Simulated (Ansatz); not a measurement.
Geometry relaxation of SnS (part 2 of 2)

Continued. System: SnS (slab, 16 atoms in the cell). Method: DFT PBE, scalar-relativistic, plane waves, PAW, no spin polarisation (Ansatz 0.2.0); cutoff 420 eV, 7×6×1 k-mesh, Gaussian smearing of 0.05 eV. The structure derives from a Materials Project entry. It belongs to a series of runs on one base structure; here: (1 0 0) slab, atoms relaxed.

Geometry of the input (Å; fractional positions):
```
4.0223  0.0000  0.0000
0.0000  4.4566  0.0000
0.0000  0.0000  35.1126
Sn 0.7500  0.6305  0.2136
S  0.2500  0.0226  0.2229
S  0.7500  0.5226  0.2880
Sn 0.2500  0.1305  0.2974
Sn 0.7500  0.8695  0.3766
S  0.2500  0.4774  0.3859
S  0.7500  0.9774  0.4510
Sn 0.2500  0.3695  0.4604
Sn 0.7500  0.6305  0.5396
S  0.2500  0.0226  0.5490
S  0.7500  0.5226  0.6141
Sn 0.2500  0.1305  0.6234
Sn 0.7500  0.8695  0.7026
S  0.2500  0.4774  0.7120
S  0.7500  0.9774  0.7771
Sn 0.2500  0.3695  0.7864
```

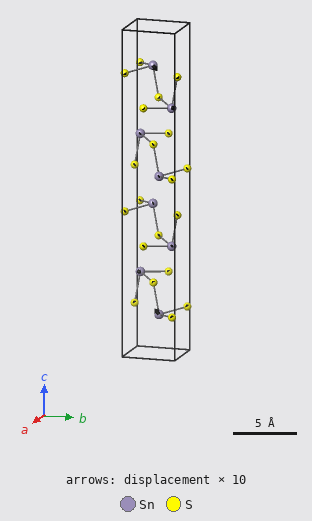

Fig. 1: The starting structure with the displacements as black arrows, magnified 10 times (ball-and-stick view of the cell of the calculation, with the vacuum cut short, with bonded neighbours outside it, seen slightly off an axis). After 3 geometry steps the energy has fallen by 10.7 meV per cell of the calculation. Largest force component: 0.18 eV/Å at the start, 0.016 eV/Å at the end. The largest moves, 0.061 Å, are those of Sn1 and Sn16. By element the largest moves are Sn 0.061 Å, S 0.019 Å. The cell stays as it was. Among the contacts that change: S14–Sn16 2.658 → 2.617 Å, S2–Sn4 2.658 → 2.631 Å, S15–Sn16 2.684 → 2.699 Å. (Atoms are counted from 1 in the order of the input.)

```
SCF converged after 9 iterations
Free energy (F): -55417.314522 eV
Harris-Foulkes:  -55417.314522 eV  (|F-HF|=2.76e-10)
Internal energy: -55417.314522 eV  (E = F + TS)
E sigma→0 (E₀):  -55417.314522 eV
Fermi energy:    3.824729 eV
Dipole field:    D = 0.000047 V/Å  (p = 0.000163 e·Å, saw-weighted, corrected)
Work function:   Φ+ = 3.9537 eV   Φ− = 3.9553 eV
Levels:          The Fermi level and band energies are counted from a zero that moves with the ramp; work functions are not
--- Per-component energies (eV) ---
  E_band       = -1582.680874
  E_kinetic    = 2328.860313
  E_local      = -103987.186536  (includes V_loc(G=0)·N_el)
  E_nonlocal   = -33.324451
  E_hartree    = 52210.379274
  E_xc         = -3838.297723
  E_vxc        = -1465.790031  (∫ρ·V_xc dr)
  E_paw        = -37871.063750  (= ΣΔE_a)
  E_vpaw       = -2846.003260  (= ΣTr[D̂ρ^β])
  E_aug_tail   = 0.000010  (compensation charges beyond the density's cutoff)
  E_efield     = 0.000000  (sawtooth field / dipole correction)
  E_vefield    = -0.000000  (∫n·V_field dr)
  E_ewald      = 35773.318343
  E_smearing   = -0.000000  (= −TS)
  E_closure    = -0.000000  (closes the sum)
  Σ components = -55417.314522   (vs F -55417.314522, Δ=0.00e0)
--- Forces (eV/Å), atoms counted from 1 ---
  atom   1  Sn     0.00000000    -0.00491447     0.00457820
  atom   2  S      0.00000000    -0.00241274    -0.01541042
  atom   3  S      0.00000000     0.00003100    -0.00372768
  atom   4  Sn     0.00000000     0.00504811     0.01546790
  atom   5  Sn     0.00000000    -0.00374888     0.00068087
  atom   6  S      0.00000000     0.00194630    -0.00169130
  atom   7  S      0.00000000     0.00012808    -0.00272776
  atom   8  Sn     0.00000000    -0.00016511    -0.00461834
  atom   9  Sn     0.00000000     0.00051970     0.00416365
  atom  10  S      0.00000000    -0.00016126     0.00316948
  atom  11  S      0.00000000    -0.00194069     0.00214681
  atom  12  Sn     0.00000000     0.00339445    -0.00113550
  atom  13  Sn     0.00000000    -0.00519178    -0.01564365
  atom  14  S      0.00000000     0.00003908     0.00378003
  atom  15  S      0.00000000     0.00242529     0.01560897
  atom  16  Sn     0.00000000     0.00500296    -0.00463871
  max |Σ_I F_I| component: 2.56e-6 eV/Å
--- Band table (eV; the first three rows and the last of 16) ---
  k-point 0: bands = ["-17.9194", "-17.9147", "-17.9071", "-17.9059", "-17.9019", "-17.8999", "-17.8950", "-17.8936", "-17.8912", "-17.8897", "-17.8881", "-17.8873", "-17.8838", "-17.8834", "-17.8781", "-17.8774", "-17.8682", "-17.8669", "-17.8665", "-17.8650", "-17.8646", "-17.8610", "-17.8608", "-17.8587", "-17.8587", "-17.8411", "-17.8404", "-17.8378", "-17.8368", "-17.8299", "-17.8284", "-17.8258", "-17.8257", "-17.8252", "-17.8220", "-17.8201", "-17.8127", "-17.8123", "-17.8051", "-17.8046", "-10.1775", "-10.1175", "-10.0349", "-9.9566", "-8.9683", "-8.8368", "-8.7228", "-8.6568", "-3.6954", "-3.5207", "-3.2415", "-2.9390", "-1.7403", "-1.4643", "-1.3804", "-1.3572", "-1.2365", "-0.9597", "-0.5110", "-0.1391", "-0.0358", "0.0919", "0.1740", "0.2108", "0.2778", "0.3653", "0.3667", "0.3808", "1.1865", "1.2841", "1.2853", "1.3339", "1.4396", "1.4579", "1.5227", "1.8668", "2.6259", "2.7496", "2.8503", "2.8719", "4.5309", "5.0919", "5.8675", "6.0850", "6.0940", "6.2273", "6.2350", "6.5048", "6.5269", "6.7443", "6.9931", "7.1232", "7.3118", "7.3142", "7.6142", "7.6273"]
  k-point 1: bands = ["-17.9180", "-17.9136", "-17.9065", "-17.9050", "-17.9018", "-17.9000", "-17.8960", "-17.8945", "-17.8927", "-17.8904", "-17.8889", "-17.8880", "-17.8834", "-17.8830", "-17.8751", "-17.8744", "-17.8686", "-17.8681", "-17.8669", "-17.8628", "-17.8624", "-17.8604", "-17.8601", "-17.8587", "-17.8584", "-17.8408", "-17.8398", "-17.8373", "-17.8364", "-17.8306", "-17.8293", "-17.8256", "-17.8253", "-17.8252", "-17.8215", "-17.8200", "-17.8133", "-17.8128", "-17.8059", "-17.8054", "-10.0641", "-10.0056", "-9.9250", "-9.8491", "-8.9770", "-8.8577", "-8.7563", "-8.6979", "-4.0082", "-3.8106", "-3.5048", "-3.1645", "-2.3595", "-2.1392", "-1.9765", "-1.8913", "-1.1549", "-0.7184", "-0.1813", "0.2362", "0.2587", "0.2824", "0.3159", "0.4157", "0.4993", "0.5928", "0.6831", "0.7923", "1.2415", "1.3774", "1.4896", "1.5450", "1.6980", "1.8097", "2.0267", "2.3316", "2.3767", "2.5745", "2.7381", "2.8176", "4.6986", "5.1998", "5.5153", "5.7692", "5.9151", "6.2370", "6.2893", "6.3226", "6.3982", "6.4249", "6.5782", "6.6646", "6.7747", "7.0845", "7.2500", "7.5074"]
  k-point 2: bands = ["-17.9142", "-17.9108", "-17.9065", "-17.9035", "-17.9015", "-17.9007", "-17.8977", "-17.8963", "-17.8957", "-17.8915", "-17.8904", "-17.8897", "-17.8831", "-17.8826", "-17.8708", "-17.8703", "-17.8682", "-17.8680", "-17.8660", "-17.8608", "-17.8596", "-17.8595", "-17.8588", "-17.8570", "-17.8566", "-17.8393", "-17.8383", "-17.8366", "-17.8355", "-17.8327", "-17.8317", "-17.8252", "-17.8248", "-17.8243", "-17.8202", "-17.8196", "-17.8147", "-17.8142", "-17.8074", "-17.8070", "-9.7598", "-9.7059", "-9.6301", "-9.5575", "-9.0701", "-8.9778", "-8.9049", "-8.8614", "-4.3919", "-4.1918", "-3.9052", "-3.4931", "-3.3599", "-3.0682", "-2.8525", "-2.6773", "-0.7364", "-0.2574", "0.3034", "0.6029", "0.6184", "0.6897", "0.7781", "0.8084", "0.8489", "1.0608", "1.2014", "1.2928", "1.3053", "1.3975", "1.4789", "1.5124", "1.9979", "2.1737", "2.4317", "2.6858", "2.7807", "2.8643", "2.9768", "3.1032", "4.6281", "4.8590", "5.1011", "5.2177", "5.3681", "5.7450", "5.8047", "5.8250", "5.8478", "6.0253", "6.0932", "6.1927", "6.2829", "6.6892", "6.7859", "6.8753"]
  k-point 15: bands = ["-17.9196", "-17.9193", "-17.9173", "-17.9159", "-17.9146", "-17.9143", "-17.8936", "-17.8931", "-17.8870", "-17.8862", "-17.8841", "-17.8828", "-17.8776", "-17.8773", "-17.8701", "-17.8692", "-17.8676", "-17.8655", "-17.8618", "-17.8615", "-17.8587", "-17.8584", "-17.8518", "-17.8507", "-17.8487", "-17.8455", "-17.8445", "-17.8436", "-17.8331", "-17.8326", "-17.8243", "-17.8239", "-17.8231", "-17.8214", "-17.8193", "-17.8186", "-17.8125", "-17.8121", "-17.8011", "-17.8006", "-8.9152", "-8.9148", "-8.8869", "-8.8302", "-8.8289", "-8.8238", "-8.7705", "-8.7699", "-3.4862", "-3.4646", "-3.4558", "-3.2352", "-3.2314", "-3.1853", "-3.1572", "-3.1473", "-1.3297", "-1.3273", "-1.1775", "-1.1146", "-0.9324", "-0.9058", "-0.7791", "-0.7687", "-0.2773", "-0.2666", "-0.1987", "-0.1058", "0.0828", "0.0829", "0.2823", "0.3034", "1.2437", "1.2705", "1.5464", "1.6480", "1.8735", "1.9174", "2.0389", "2.0397", "5.8445", "5.8784", "5.9611", "6.2191", "6.3262", "6.4847", "6.5533", "6.6398", "7.4657", "7.4893", "7.5180", "7.5296", "7.7151", "7.7477", "7.7984", "7.8098"]
--- Relaxed structure (4 steps of the walk, 4 accepted, 0 SCFs on fresh bases) ---
  F+E_penalty+E_count = -55417.31452229 eV   max|allowed force component| = 1.564e-2 eV/Å
  atoms:
    - { symbol: Sn, position: [0.7500000000000001, 0.6219027779430717, 0.21493165541909479] }
    - { symbol: S, position: [0.25, 0.02020559645019866, 0.22336742965335066] }
    - { symbol: S, position: [0.7500000000000001, 0.5204204966259387, 0.28834422706114515] }
    - { symbol: Sn, position: [0.25, 0.12296239576171815, 0.2971493959331367] }
    - { symbol: Sn, position: [0.7500000000000001, 0.8716450137377484, 0.3768921046921306] }
    - { symbol: S, position: [0.25, 0.4792908319645639, 0.38617271996402663] }
    - { symbol: S, position: [0.7500000000000001, 0.9789936510360128, 0.4512446409210898] }
    - { symbol: Sn, position: [0.25, 0.3713296361771328, 0.46054461901440397] }
    - { symbol: Sn, position: [0.7500000000000001, 0.6286386564301476, 0.5394568517621593] }
    - { symbol: S, position: [0.25, 0.020992170494459263, 0.5487546687173733] }
    - { symbol: S, position: [0.7500000000000001, 0.5207220426334406, 0.6138266285109696] }
    - { symbol: Sn, position: [0.25, 0.12838423967195287, 0.6231093675821735] }
    - { symbol: Sn, position: [0.7500000000000001, 0.8770504060677246, 0.7028507421412703] }
    - { symbol: S, position: [0.25, 0.4795823994942694, 0.7116552485618615] }
    - { symbol: S, position: [0.7500000000000001, 0.9797901484015387, 0.7766317146748571] }
    - { symbol: Sn, position: [0.25, 0.3780895371100812, 0.7850679853909562] }
```

**Trajectory as extended XYZ (Å, eV, eV/Å), 4 frames, from step=1 to step=4**
```
16
Lattice="4.0223 0.0000 0.0000 0.0000 4.4566 0.0000 0.0000 0.0000 35.1126" Properties=species:S:1:pos:R:3:forces:R:3 step=1 energy=-55417.30385
Sn    3.0167    2.8099    7.5000    0.0000  -0.0553   0.1806
S     1.0056    0.1008    7.8277    0.0000   0.0405   0.0374
S     3.0167    2.3290   10.1138    0.0000   0.0485  -0.1438
Sn    1.0056    0.5816   10.4414    0.0000  -0.0423  -0.0642
Sn    3.0167    3.8750   13.2237    0.0000   0.0031  -0.0031
S     1.0056    2.1275   13.5514    0.0000   0.0052   0.0028
S     3.0167    4.3558   15.8375    0.0000  -0.0011  -0.0006
Sn    1.0056    1.6467   16.1651    0.0000   0.0017  -0.0043
Sn    3.0167    2.8099   18.9474    0.0000  -0.0017   0.0030
S     1.0056    0.1008   19.2751    0.0000   0.0014   0.0018
S     3.0167    2.3290   21.5612    0.0000  -0.0055  -0.0016
Sn    1.0056    0.5816   21.8889    0.0000  -0.0031   0.0020
Sn    3.0167    3.8750   24.6712    0.0000   0.0424   0.0635
S     1.0056    2.1275   24.9988    0.0000  -0.0487   0.1443
S     3.0167    4.3558   27.2849    0.0000  -0.0404  -0.0369
Sn    1.0056    1.6467   27.6126    0.0000   0.0553  -0.1809
16
Lattice="4.0223 0.0000 0.0000 0.0000 4.4566 0.0000 0.0000 0.0000 35.1126" Properties=species:S:1:pos:R:3:forces:R:3 step=2 energy=-55417.30965
Sn    3.0167    2.7825    7.5708    0.0000  -0.0486  -0.1424
S     1.0056    0.0925    7.8433    0.0000   0.0289   0.0482
S     3.0167    2.3103   10.1292    0.0000   0.0449   0.0912
Sn    1.0056    0.5501   10.4388    0.0000  -0.0180  -0.0138
Sn    3.0167    3.9001   13.2096    0.0000  -0.0095   0.0371
S     1.0056    2.1535   13.5401    0.0000  -0.0111   0.0078
S     3.0167    4.3742   15.8247    0.0000  -0.0025  -0.0114
Sn    1.0056    1.6658   16.1516    0.0000   0.0023   0.0015
Sn    3.0167    2.7908   18.9608    0.0000  -0.0019   0.0006
S     1.0056    0.0823   19.2881    0.0000   0.0023   0.0094
S     3.0167    2.3031   21.5727    0.0000   0.0111  -0.0098
Sn    1.0056    0.5566   21.9028    0.0000   0.0093  -0.0354
Sn    3.0167    3.9065   24.6736    0.0000   0.0178   0.0150
S     1.0056    2.1463   24.9835    0.0000  -0.0447  -0.0922
S     3.0167    4.3640   27.2693    0.0000  -0.0289  -0.0491
Sn    1.0056    1.6741   27.5418    0.0000   0.0486   0.1430
16
Lattice="4.0223 0.0000 0.0000 0.0000 4.4566 0.0000 0.0000 0.0000 35.1126" Properties=species:S:1:pos:R:3:forces:R:3 step=3 energy=-55417.31273
Sn    3.0167    2.7810    7.5408    0.0000  -0.0189  -0.0339
S     1.0056    0.0941    7.8331    0.0000   0.0210   0.0087
S     3.0167    2.3266   10.1135    0.0000   0.0144   0.0302
Sn    1.0056    0.5624   10.4252    0.0000  -0.0261   0.0149
Sn    3.0167    3.8756   13.2503    0.0000   0.0071  -0.0105
S     1.0056    2.1288   13.5769    0.0000  -0.0010  -0.0178
S     3.0167    4.3550   15.8618    0.0000   0.0077  -0.0148
Sn    1.0056    1.6465   16.1885    0.0000  -0.0011  -0.0097
Sn    3.0167    2.8101   18.9240    0.0000   0.0011   0.0105
S     1.0056    0.1017   19.2509    0.0000  -0.0080   0.0141
S     3.0167    2.3277   21.5357    0.0000   0.0013   0.0171
Sn    1.0056    0.5809   21.8622    0.0000  -0.0071   0.0112
Sn    3.0167    3.8942   24.6873    0.0000   0.0261  -0.0144
S     1.0056    2.1299   24.9992    0.0000  -0.0143  -0.0306
S     3.0167    4.3625   27.2795    0.0000  -0.0212  -0.0091
Sn    1.0056    1.6756   27.5718    0.0000   0.0189   0.0342
16
Lattice="4.0223 0.0000 0.0000 0.0000 4.4566 0.0000 0.0000 0.0000 35.1126" Properties=species:S:1:pos:R:3:forces:R:3 step=4 energy=-55417.31452
Sn    3.0167    2.7716    7.5468    0.0000  -0.0049   0.0046
S     1.0056    0.0900    7.8430    0.0000  -0.0024  -0.0154
S     3.0167    2.3193   10.1245    0.0000   0.0000  -0.0037
Sn    1.0056    0.5480   10.4337    0.0000   0.0050   0.0155
Sn    3.0167    3.8845   13.2337    0.0000  -0.0037   0.0007
S     1.0056    2.1360   13.5595    0.0000   0.0019  -0.0017
S     3.0167    4.3630   15.8444    0.0000   0.0001  -0.0027
Sn    1.0056    1.6549   16.1709    0.0000  -0.0002  -0.0046
Sn    3.0167    2.8016   18.9417    0.0000   0.0005   0.0042
S     1.0056    0.0936   19.2682    0.0000  -0.0002   0.0032
S     3.0167    2.3206   21.5530    0.0000  -0.0019   0.0021
Sn    1.0056    0.5722   21.8790    0.0000   0.0034  -0.0011
Sn    3.0167    3.9086   24.6789    0.0000  -0.0052  -0.0156
S     1.0056    2.1373   24.9881    0.0000   0.0000   0.0038
S     3.0167    4.3665   27.2695    0.0000   0.0024   0.0156
Sn    1.0056    1.6850   27.5658    0.0000   0.0050  -0.0046
```

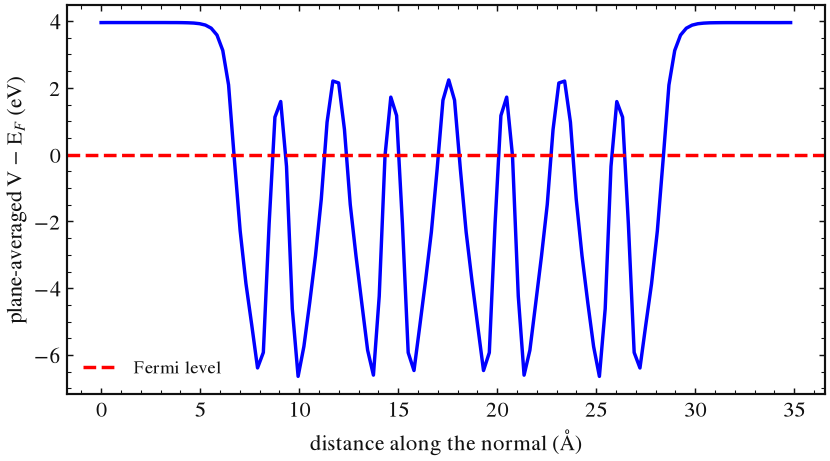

Fig. 2: Plane average of the electrostatic potential energy of an electron across the cell, from the Fermi level. The vacuum level lies 3.95 eV above the Fermi level.

**Summary**

```json
{"quantity": "outcome", "value": "converged"}
{"quantity": "electrons treated", "value": "160"}
{"quantity": "free energy", "value": "−55417.3145 eV"}
{"quantity": "work function, top face", "value": "3.95 eV"}
{"quantity": "work function, bottom face", "value": "3.96 eV"}
{"quantity": "Fermi energy", "value": "3.825 eV"}
{"quantity": "gap on the k-point mesh", "value": "1.28 eV"}
{"quantity": "final volume", "value": "629.41 Å³"}
{"quantity": "work function (upper face)", "value": "3.95 eV"}
{"quantity": "largest force (length of the vector) at the end", "value": "0.016 eV/Å"}
{"quantity": "wall time", "value": "2 min (CPU time 7.4 min)"}
{"quantity": "peak memory", "value": "1.9 GiB"}
```
